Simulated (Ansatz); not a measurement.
Input of the run:

```
crystal:
  lattice:
    - [5.7729299511, 0.0, 0.0]
    - [-2.8864649755, 4.9995039919, 0.0]
    - [0.0, 0.0, 25.0803234734]
  atoms:
    - { symbol: Ti, position: [0.3333333333, 0.1666666667, 0.3189751523] }
    - { symbol: Ti, position: [0.3333333333, 0.6666666667, 0.3189751523] }
    - { symbol: Ti, position: [0.8333333333, 0.1666666667, 0.3189751523] }
    - { symbol: Ti, position: [0.8333333333, 0.6666666667, 0.3189751523] }
    - { symbol: Ti, position: [0.1666666667, 0.3333333333, 0.410163815] }
    - { symbol: Ti, position: [0.1666666667, 0.8333333333, 0.410163815] }
    - { symbol: Ti, position: [0.6666666667, 0.3333333333, 0.410163815] }
    - { symbol: Ti, position: [0.6666666667, 0.8333333333, 0.410163815] }
    - { symbol: Ti, position: [0.3333333333, 0.1666666667, 0.5047547811] }
    - { symbol: Ti, position: [0.3333333333, 0.6666666667, 0.5047547811] }
    - { symbol: Ti, position: [0.8333333333, 0.1666666667, 0.5047547811] }
    - { symbol: Ti, position: [0.8333333333, 0.6666666667, 0.5047547811] }
    - { symbol: Ti, position: [0.1666666667, 0.3333333333, 0.5914705554] }
    - { symbol: Ti, position: [0.1666666667, 0.8333333333, 0.5914705554] }
    - { symbol: Ti, position: [0.6666666667, 0.3333333333, 0.5914705554] }
    - { symbol: Ti, position: [0.6666666667, 0.8333333333, 0.5914705554] }
    - { symbol: H, position: [0.5025124615, 0.7767119136, 0.6823465763] }
    - { symbol: H, position: [0.4166666667, 0.8333333333, 0.6736066571] }
basis:
  ecutwfc: 420
kpoints:
  mp_grid: { grid: [4, 4, 1] }
hamiltonian:
  xc: pbe
  dispersion: d3bj
scf:
  occupations: { method: gaussian, width: 0.1 }
output:
  forces: true
  eigenvalues: true
  write_density: true
  write_potential: true
  elf: true
  volumetric_format: npy
relax:
  adjacent_minimum: "off"
  f_tol: 0.04
  max_steps: 100
  constraints: [{ sites: [0, 1, 2, 3, 4, 5, 6, 7] }]
efield:
  axis: 3
  dipole_correction: true
  ramp_width: 0.04
```

Launched with:
```bash
ansatz run input.yaml --threads 4 --pin off --max-ram 10240MiB --backend cpu --events-out ev --progress --plain --runs-dir out
```

What does the potential across the slab give for the work function?

The work function is 4.34 eV at the right face and 4.55 eV at the left. The vacuum levels differ by 0.21 eV, so the slab carries a dipole along its normal. Some atoms were held fixed in the relaxation, which can itself make the faces differ. The outermost atoms are 7.9 Å apart, which leaves 17.1 Å of vacuum in a cell 25.1 Å high.

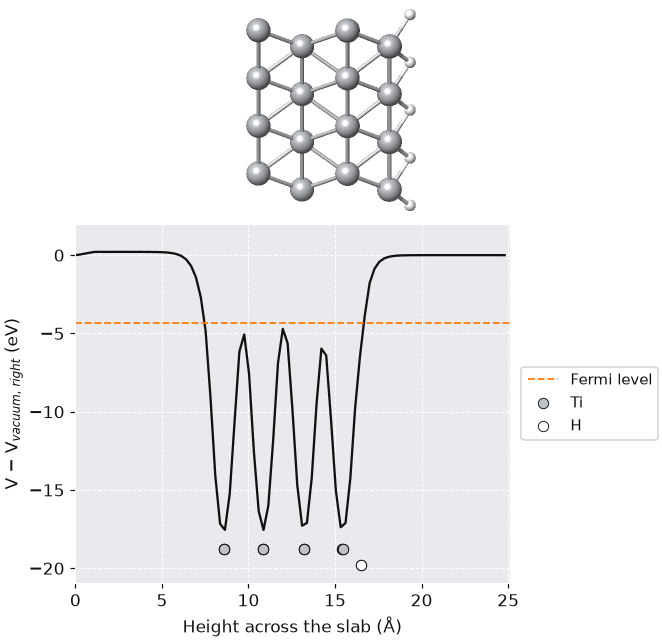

Plane-averaged electrostatic potential energy of an electron across the slab; circles at the bottom mark the heights of the atoms (positions after relaxation). The structure is drawn too.
